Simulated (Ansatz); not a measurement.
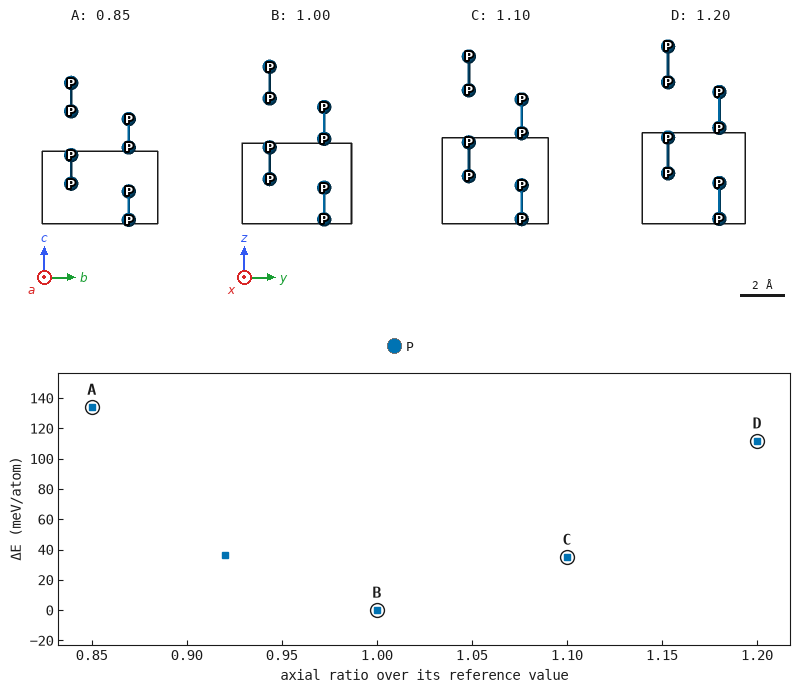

Energy scan for solid P (Imma), in which the ratio of the cell's length along z to its lengths across, counted as 1 for the reference, is changed at fixed volume (a c/a path), with the atoms kept at their fractional coordinates. x, y and z are the Cartesian axes of the input. The lettered frames are marked on the plot. A ball-and-stick model of the conventional cell (2 times the calculation's cell), repeated 3 × 1 × 2 with one cell outlined, seen along the a axis. Lengths and directions refer to the drawn axes.

These are results of Ansatz, DFT LDA, scalar-relativistic, plane waves, PAW, not measurements. Settings: plane-wave cutoff 420 eV; k-point mesh 20 × 20 × 20; occupations gaussian; smearing width 0.15 eV; no spin polarisation. Energies (free energies at the smearing named) are counted from the cell as listed in its source, which wasn't relaxed.

Q: Describe the profile.

A: Of the computed points the lowest is at the relative ratio 1.00, 0.0 meV/atom. At the ends of the scan the energy is 133.9 meV/atom (0.85) and 111.7 meV/atom (1.20). The unrelaxed reference is under a pressure of −2.1 GPa. The distortion keeps the space group Imma. At the relative ratio 1.20 the cell of the drawing goes a 3.383 → 3.184 Å, b 5.030 → 4.734 Å, c 3.718 → 4.198 Å.
